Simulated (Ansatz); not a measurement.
## Geometry relaxation, with input and output: Ni$_{2}$Si (part 1 of 2)

- system: Ni$_{2}$Si (Pnma, 12 atoms in the cell)
- method: DFT PBE, scalar-relativistic, plane waves, PAW, no spin polarisation (Ansatz 0.2.0)

The structure derives from an entry of the Crystallography Open Database. It belongs to a series of runs on one base structure; here: volume × 0.97, shape and atoms relaxed. Figures and captions count atoms from 1; the log counts them from 0 in places.

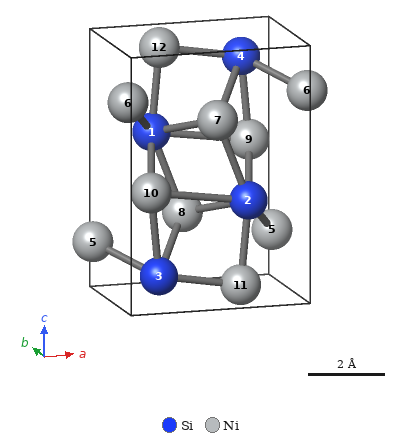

The structure as given in the input (ball-and-stick view of the cell of the calculation, seen slightly off an axis; atoms are numbered from 1 in the order of the input). An atom can appear more than once, as a periodic image.

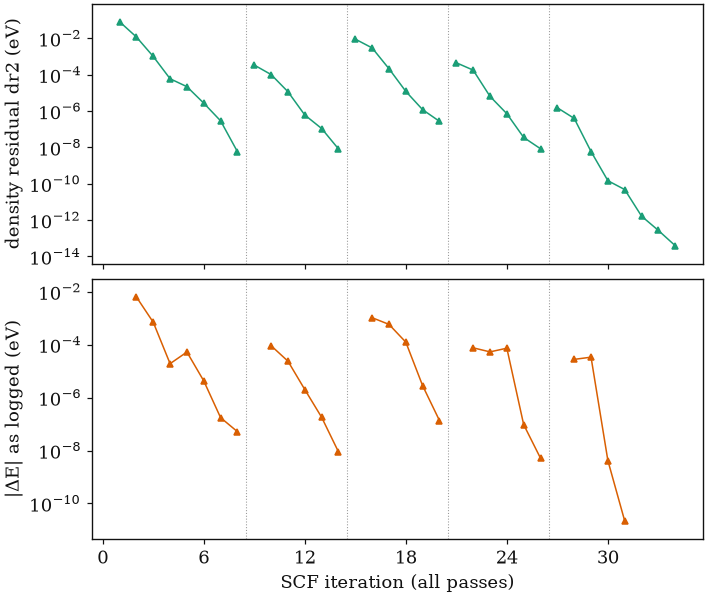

Convergence of the self-consistent field: density residual dr2 and size of the energy change against the SCF iteration. The dotted lines part the SCF passes of the relaxation: geometry steps, rejected trials and re-solves on a re-selected basis. The 5 passes take 6 to 8 iterations each, 34 in all.

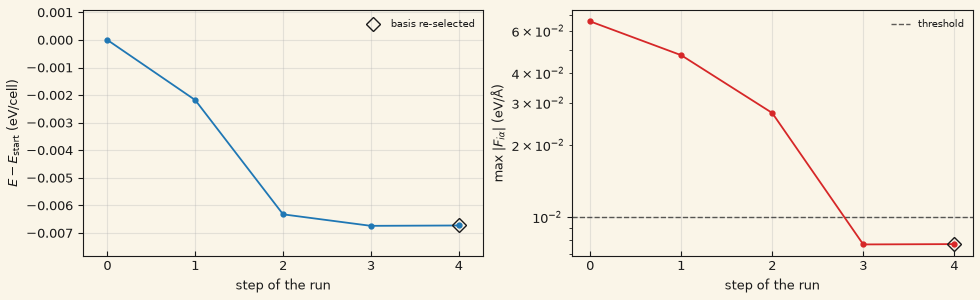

Progress of the relaxation, step by step (the first geometry is step 0 here and step 1 in the log).

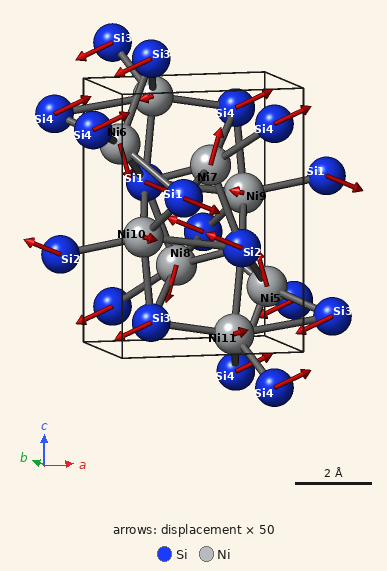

The starting structure with the displacements (without the part carried along by the change of the cell) as red arrows, magnified 50 times (ball-and-stick view of the cell of the calculation, with bonded neighbours outside it, seen slightly off an axis). After 3 geometry steps the energy has fallen by 6.7 meV per cell of the calculation. Largest force component: 0.066 eV/Å at the start, 0.0077 eV/Å at the end. The pressure goes from 6.68 to 6.14 GPa. The largest moves relative to the cell, 0.022 Å, are those of Si1, Si2, Si3 and Si4. By element the largest moves are Si 0.022 Å, Ni 0.021 Å. The drawn cell changes at constant volume: a 4.971 → 4.937 Å (−0.7 %), b 3.692 → 3.708 Å (+0.4 %), c 7.005 → 7.024 Å (+0.3 %). Among the contacts that change: Si1–Ni9 2.730 → 2.682 Å, Si1–Ni10 2.292 → 2.298 Å, Si1–Ni8 2.391 → 2.396 Å, Si1–Ni6 2.554 → 2.558 Å. The space group stays Pnma (No. 62). A last SCF at the same geometry on a re-selected plane-wave basis shifts the energy by +0.0 meV per cell of the calculation. (Atoms are counted from 1 in the order of the input.)

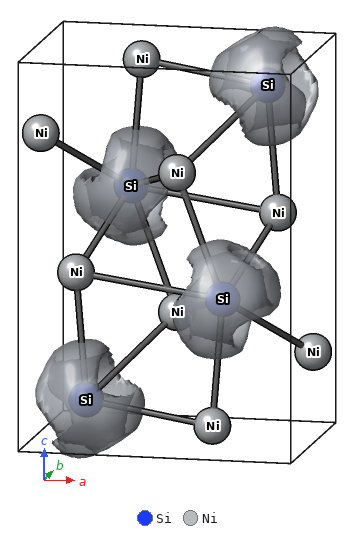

Isosurface of the ELF at 0.6 (grey), seen slightly off an axis. Only the valence region is drawn (cores and ρ < 0.01 e/Å³ removed). Sticks mark near contacts. The outline is the cell set on symmetry axes. Values along the shortest contacts: Si–Ni (2.30 Å): the ELF is about 0.45 at the midpoint. Si–Ni (2.40 Å): the ELF is about 0.45 at the midpoint. Core electrons are frozen (PAW), so the fields are smoothed inside the atomic spheres.

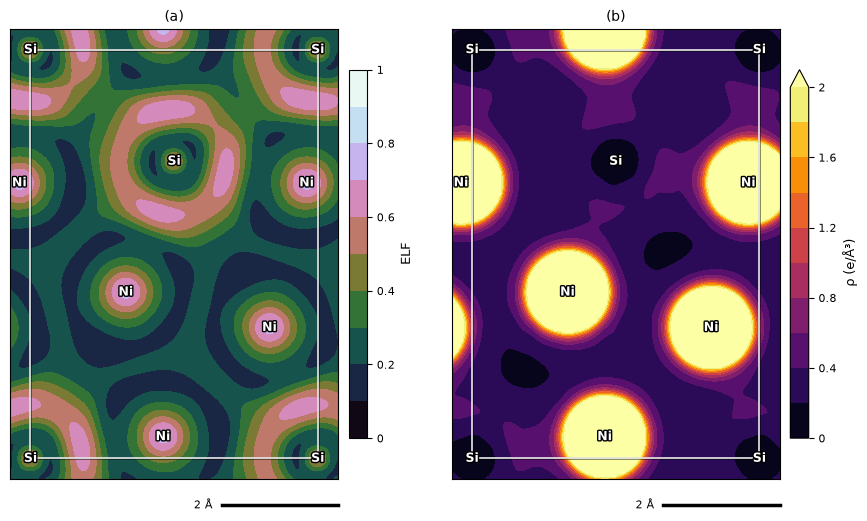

(a) ELF; (b) valence electron density on the (010) plane of the conventional cell. The section cuts through Si and Ni sites. Si–Ni (2.31 Å): ρ at the midpoint is about 0.47 e/Å³; the ELF is about 0.45 at the midpoint. Si–Ni (2.40 Å): ρ at the midpoint is about 0.41 e/Å³; the ELF is about 0.45 at the midpoint. Away from the nuclei the density in this plane falls to 0.17 e/Å³ at its lowest. The strong features right at Ni lie inside the PAW spheres (semicore, d or f shells) and say nothing about bonding.

The input and output of the run follow.

**Input**
```yaml
crystal:
  lattice:
    - [4.9713303595, 0.0, 0.0]
    - [0.0, 3.6922309586, 0.0]
    - [0.0, 0.0, 7.0050683218]
  atoms:
    - { symbol: Si, position: [0.2867796956, 0.75, 0.6147108564] }
    - { symbol: Si, position: [0.7132203044, 0.25, 0.3852891436] }
    - { symbol: Si, position: [0.2132203044, 0.25, 0.1147108564] }
    - { symbol: Si, position: [0.7867796956, 0.75, 0.8852891436] }
    - { symbol: Ni, position: [0.9593959786, 0.75, 0.2038409258] }
    - { symbol: Ni, position: [0.0406040214, 0.25, 0.7961590742] }
    - { symbol: Ni, position: [0.5406040214, 0.25, 0.7038409258] }
    - { symbol: Ni, position: [0.4593959786, 0.75, 0.2961590742] }
    - { symbol: Ni, position: [0.830579195, 0.75, 0.5603012869] }
    - { symbol: Ni, position: [0.169420805, 0.25, 0.4396987131] }
    - { symbol: Ni, position: [0.669420805, 0.25, 0.0603012869] }
    - { symbol: Ni, position: [0.330579195, 0.75, 0.9396987131] }
basis:
  ecutwfc: 420
kpoints:
  mp_grid: { grid: [8, 10, 6] }
hamiltonian:
  xc: pbe
scf:
  occupations: { method: gaussian, width: 0.1 }
output:
  forces: true
  stress: true
  eigenvalues: true
  write_density: true
  write_potential: true
  elf: true
  volumetric_format: npy
relax:
  adjacent_minimum: "off"
  f_tol: 0.01
  max_steps: 30
  cell: { stress_tol: 0.1, fix: [volume] }
```

Launch command:
```bash
ansatz run input.yaml --threads 2 --pin off --max-ram 5120MiB --backend cpu --events-out ev --progress --plain --runs-dir out
```

**Output**
```
Engine: ansatz 0.2.0, x86_64-unknown-linux-gnu
Pseudopotentials: kind: paw
Pseudopotential: Si, paw, valence charge 4, recommended cutoff 420 eV (normal), Si.paw.azcp
Pseudopotential: Ni, paw, valence charge 18, recommended cutoff 420 eV (normal), Ni.paw.azcp
Functional definition: PBE
  parameter kappa = 0.804
  parameter beta = 0.06672455060314922
  exchange = pbe_x(kappa = kappa, mu = beta*pi^2/3)
  correlation = pbe_c(beta = beta)
Crystal: 12 atoms, lattice volume = 128.580 Å³
Basis set: ecut = 420 eV, 2511 PW (Γ), exchange–correlation on 72×50×96 points (8 copies of the dense FFT grid, shifted against one another)
Bands: 96, of which v1, the nominal top of the filled ones, is band 80 counted from 1 (79 counted from 0)
Symmetry: 8 space group operations
Space group: Pnma (ITA 62), of the structure as read, at distance tolerance 5.0e-5 Å
k-points: 120 of 480
Non-local potential: Si, projectors of the file, l = 0: 2, l = 1: 2, l = 2: 2
Non-local potential: Ni, projectors of the file, l = 0: 3, l = 1: 2, l = 2: 3, l = 3: 1
PAW form: soft (Blöchl's): semilocal exchange-correlation on the pseudo side does not see the compensation charge
PAW one-centre angular grid: Si, 110 points (default); XC on 64 Gauss nodes
PAW one-centre angular grid: Ni, 590 points (default); XC on 64 Gauss nodes
Initial density: superposition of atomic densities (neutral atoms: chi_scale 0, normalization atom), corrected by the library's trained network
Initial wavefunctions: pseudopotential atomic-orbital guess
Functional: x = pbe(κ = 0.804, μ = 0.2195149727645171), c = pbe(β = 0.06672455060314922)
SCF iter   1: F=—  HF=-49267.512283 eV  |F-HF|=—  |Δ(HF+E_count)|=         —  Δρ=9.83e-3  dr2=8.23e-2  ethr=1.77e-3  ⟨swp⟩=5.1  Hψ=40539  notcnv=0  defer=73
preconditioner: auto → Kerker (q_TF=auto, 2.830 Å⁻¹)  [metal: Δε(μ)=0.013 eV  Ē_g=7.384 eV  σ=0.100 eV  W_gap=0.07  n_scr=52 (ndim 8)  ℏωp=32.1 eV  f_vac=0.000  D(μ)=5.81/eV (n_scr^D=52)]
SCF iter   2: F=—  HF=-49267.505978 eV  |F-HF|=—  |Δ(HF+E_count)|=   6.30e-3  Δρ=3.60e-3  dr2=1.19e-2  ethr=5.14e-5  ⟨swp⟩=2.0  Hψ=14190  notcnv=0  defer=279
SCF iter   3: F=—  HF=-49267.505278 eV  |F-HF|=—  |Δ(HF+E_count)|=   7.00e-4  Δρ=8.41e-4  dr2=1.01e-3  ethr=7.46e-6  ⟨swp⟩=1.3  Hψ=10759  notcnv=0  defer=279
SCF iter   4: F=—  HF=-49267.505259 eV  |F-HF|=—  |Δ(HF+E_count)|=   1.91e-5  Δρ=2.45e-4  dr2=6.00e-5  ethr=6.30e-7  ⟨swp⟩=2.5  Hψ=17201  notcnv=0  defer=279
SCF iter   5: F=—  HF=-49267.505206 eV  |F-HF|=—  |Δ(HF+E_count)|=   5.25e-5  Δρ=1.65e-4  dr2=2.20e-5  ethr=3.75e-8  ⟨swp⟩=2.0  Hψ=17470  notcnv=0  defer=279
SCF iter   6: F=—  HF=-49267.505202 eV  |F-HF|=—  |Δ(HF+E_count)|=   4.26e-6  Δρ=5.31e-5  dr2=2.73e-6  ethr=1.37e-8  ⟨swp⟩=2.0  Hψ=15419  notcnv=0  defer=279
SCF iter   7: F=—  HF=-49267.505202 eV  |F-HF|=—  |Δ(HF+E_count)|=   1.74e-7  Δρ=1.39e-5  dr2=2.90e-7  ethr=1.71e-9  ⟨swp⟩=2.4  Hψ=18328  notcnv=0  defer=279
SCF iter   8: F=-49267.505202 eV  HF=-49267.505202 eV  |F-HF|=5.89e-9  |Δ(HF+E_count)|=   5.15e-8  Δρ=2.33e-6  dr2=5.82e-9  ethr=6.25e-11  ⟨swp⟩=12.4  Hψ=82989  notcnv=0
SCF 1 converged in 8 iterations: F = -49267.505202 eV  dr2 = 5.82e-9
  greatest PAW one-centre occupation: 1.001 electrons in one spin orbital (limit 2), on the Ni atom at site 7 (counted from 0), in its partial waves of l = 1
relax step   1: F+E_penalty+E_count = -49267.50520193 eV  Δ(F+E_penalty+E_count) = +0.000e0 eV  max|allowed force component| = 6.581e-2 eV/Å  Δτ_max = 0.0000 Å  P = +6.678 GPa  Ω = 128.580 Å³  fix = [volume]  reactions: volume +6.678 GPa  (8 SCF iters, dr2 threshold 1.00e-7 eV, accepted)
Basis set: ecut = 420 eV, 2503 PW (Γ), exchange–correlation on 72×50×96 points (8 copies of the dense FFT grid, shifted against one another)
Initial density: handed on by an earlier stage of this run
Initial wavefunctions: those handed on with the density
iter 1 solved again at ethr=2.25e-7 eV; its pass at ethr=3.10e-3 eV (dr2=3.60e-4 eV) is discarded
SCF iter   1: F=—  HF=-49267.507498 eV  |F-HF|=—  |Δ(HF+E_count)|=         —  Δρ=5.30e-4  dr2=3.40e-4  ethr=2.25e-7  ⟨swp⟩=2.0  Hψ=44785  notcnv=0
preconditioner: auto → Kerker (q_TF=auto, 2.830 Å⁻¹)  [metal: Δε(μ)=0.016 eV  Ē_g=7.381 eV  σ=0.100 eV  W_gap=0.09  n_scr=52 (ndim 8)  ℏωp=32.1 eV  f_vac=0.000  D(μ)=6.02/eV (n_scr^D=52)]
SCF iter   2: F=—  HF=-49267.507407 eV  |F-HF|=—  |Δ(HF+E_count)|=   9.08e-5  Δρ=2.60e-4  dr2=1.02e-4  ethr=2.13e-7  ⟨swp⟩=1.0  Hψ=11520  notcnv=0
SCF iter   3: F=—  HF=-49267.507383 eV  |F-HF|=—  |Δ(HF+E_count)|=   2.37e-5  Δρ=8.66e-5  dr2=1.16e-5  ethr=6.40e-8  ⟨swp⟩=2.7  Hψ=19023  notcnv=0
SCF iter   4: F=—  HF=-49267.507381 eV  |F-HF|=—  |Δ(HF+E_count)|=   2.01e-6  Δρ=2.72e-5  dr2=6.08e-7  ethr=7.25e-9  ⟨swp⟩=2.5  Hψ=16595  notcnv=0
iter 5 did not close the SCF: its close was put off for the readings that it lacked (scf_convergence_deferred on its scf_iter line)
SCF iter   5: F=-49267.507381 eV  HF=-49267.507381 eV  |F-HF|=1.15e-7  |Δ(HF+E_count)|=   1.80e-7  Δρ=1.13e-5  dr2=1.10e-7  ethr=3.80e-10  ⟨swp⟩=2.1  Hψ=18368  notcnv=0
SCF iter   6: F=-49267.507381 eV  HF=-49267.507381 eV  |F-HF|=6.72e-9  |Δ(HF+E_count)|=   8.89e-9  Δρ=3.08e-6  dr2=8.29e-9  ethr=6.89e-11  ⟨swp⟩=6.0  Hψ=73375  notcnv=0
SCF 2 converged in 6 iterations: F = -49267.507381 eV  dr2 = 8.29e-9
  greatest PAW one-centre occupation: 1.001 electrons in one spin orbital (limit 2), on the Ni atom at site 5 (counted from 0), in its partial waves of l = 1
relax step   2: F+E_penalty+E_count = -49267.50738124 eV  Δ(F+E_penalty+E_count) = -2.179e-3 eV  max|allowed force component| = 4.754e-2 eV/Å  Δτ_max = 0.0041 Å  P = +6.580 GPa  Ω = 128.580 Å³  fix = [volume]  reactions: volume +6.580 GPa  (6 SCF iters, dr2 threshold 4.52e-7 eV, accepted)
iter 1 solved again at ethr=5.90e-6 eV; its pass at ethr=3.10e-3 eV (dr2=9.43e-3 eV) is discarded
SCF iter   1: F=—  HF=-49267.513276 eV  |F-HF|=—  |Δ(HF+E_count)|=         —  Δρ=2.75e-3  dr2=9.09e-3  ethr=5.90e-6  ⟨swp⟩=1.9  Hψ=54040  notcnv=0
preconditioner: auto → Kerker (q_TF=auto, 2.830 Å⁻¹)  [metal: Δε(μ)=0.006 eV  Ē_g=7.376 eV  σ=0.100 eV  W_gap=0.04  n_scr=52 (ndim 8)  ℏωp=32.1 eV  f_vac=0.000  D(μ)=6.32/eV (n_scr^D=56)]
SCF iter   2: F=—  HF=-49267.512234 eV  |F-HF|=—  |Δ(HF+E_count)|=   1.04e-3  Δρ=1.42e-3  dr2=2.98e-3  ethr=5.68e-6  ⟨swp⟩=1.0  Hψ=11520  notcnv=0
SCF iter   3: F=—  HF=-49267.511652 eV  |F-HF|=—  |Δ(HF+E_count)|=   5.82e-4  Δρ=3.54e-4  dr2=2.14e-4  ethr=1.87e-6  ⟨swp⟩=2.7  Hψ=18740  notcnv=0
SCF iter   4: F=—  HF=-49267.511527 eV  |F-HF|=—  |Δ(HF+E_count)|=   1.24e-4  Δρ=1.30e-4  dr2=1.21e-5  ethr=1.33e-7  ⟨swp⟩=2.1  Hψ=17935  notcnv=0
SCF iter   5: F=—  HF=-49267.511525 eV  |F-HF|=—  |Δ(HF+E_count)|=   2.80e-6  Δρ=3.97e-5  dr2=1.19e-6  ethr=7.59e-9  ⟨swp⟩=2.0  Hψ=17853  notcnv=0
SCF iter   6: F=-49267.511524 eV  HF=-49267.511524 eV  |F-HF|=2.62e-7  |Δ(HF+E_count)|=   1.35e-7  Δρ=1.63e-5  dr2=2.72e-7  ethr=1.74e-10  ⟨swp⟩=10.3  Hψ=90768  notcnv=0
SCF 3 converged in 6 iterations: F = -49267.511524 eV  dr2 = 2.72e-7
  Residual-converged pass: ⟨swp⟩=1.0  Hψ=12001  notcnv=0  max |occ|·‖R‖ = 7.0e-9 eV (tolerance 1.0e-8 eV)  dr2=2.72e-7  dr2_onsite=9.47e-8  max |Δocc| = 8.8e-11
relax step   3: F+E_penalty+E_count = -49267.51152423 eV  Δ(F+E_penalty+E_count) = -4.143e-3 eV  max|allowed force component| = 2.727e-2 eV/Å  Δτ_max = 0.0239 Å  P = +6.105 GPa  Ω = 128.580 Å³  fix = [volume]  reactions: volume +6.105 GPa  (6 SCF iters, dr2 threshold 2.79e-7 eV, accepted)
iter 1 solved again at ethr=2.93e-7 eV; its pass at ethr=3.10e-3 eV (dr2=4.68e-4 eV) is discarded
SCF iter   1: F=—  HF=-49267.512144 eV  |F-HF|=—  |Δ(HF+E_count)|=         —  Δρ=5.96e-4  dr2=4.55e-4  ethr=2.93e-7  ⟨swp⟩=2.1  Hψ=45598  notcnv=0
preconditioner: auto → Kerker (q_TF=auto, 2.830 Å⁻¹)  [metal: Δε(μ)=0.002 eV  Ē_g=7.373 eV  σ=0.100 eV  W_gap=0.01  n_scr=52 (ndim 8)  ℏωp=32.1 eV  f_vac=0.000  D(μ)=6.39/eV (n_scr^D=56)]
SCF iter   2: F=—  HF=-49267.512068 eV  |F-HF|=—  |Δ(HF+E_count)|=   7.57e-5  Δρ=3.35e-4  dr2=1.79e-4  ethr=2.85e-7  ⟨swp⟩=1.0  Hψ=11520  notcnv=0
SCF iter   3: F=—  HF=-49267.512015 eV  |F-HF|=—  |Δ(HF+E_count)|=   5.32e-5  Δρ=6.40e-5  dr2=6.45e-6  ethr=1.12e-7  ⟨swp⟩=2.1  Hψ=16494  notcnv=0
SCF iter   4: F=—  HF=-49267.511942 eV  |F-HF|=—  |Δ(HF+E_count)|=   7.33e-5  Δρ=2.95e-5  dr2=7.16e-7  ethr=4.03e-9  ⟨swp⟩=2.0  Hψ=17225  notcnv=0
iter 5 did not close the SCF: its close was put off for the readings that it lacked (scf_convergence_deferred on its scf_iter line)
SCF iter   5: F=-49267.511941 eV  HF=-49267.511941 eV  |F-HF|=2.16e-8  |Δ(HF+E_count)|=   9.48e-8  Δρ=6.25e-6  dr2=3.54e-8  ethr=4.47e-10  ⟨swp⟩=2.1  Hψ=20534  notcnv=0
SCF iter   6: F=-49267.511941 eV  HF=-49267.511941 eV  |F-HF|=7.87e-9  |Δ(HF+E_count)|=   5.11e-9  Δρ=3.15e-6  dr2=8.46e-9  ethr=2.21e-11  ⟨swp⟩=5.9  Hψ=72132  notcnv=0
SCF 4 converged in 6 iterations: F = -49267.511941 eV  dr2 = 8.46e-9
relax step   4: F+E_penalty+E_count = -49267.51194146 eV  Δ(F+E_penalty+E_count) = -4.172e-4 eV  max|allowed force component| = 7.702e-3 eV/Å  Δτ_max = 0.0054 Å  P = +6.135 GPa  Ω = 128.580 Å³  energy of the carried Pulay correction = +1.522e-17 eV  fix = [volume]  reactions: volume +6.135 GPa  (6 SCF iters, dr2 threshold 1.30e-7 eV, accepted)
Initial wavefunctions: pseudopotential atomic-orbital guess (no wavefunctions were taken with the density)
iter 1 solved again at ethr=3.49e-7 eV; its pass at ethr=3.10e-3 eV (dr2=5.58e-4 eV) is discarded
```
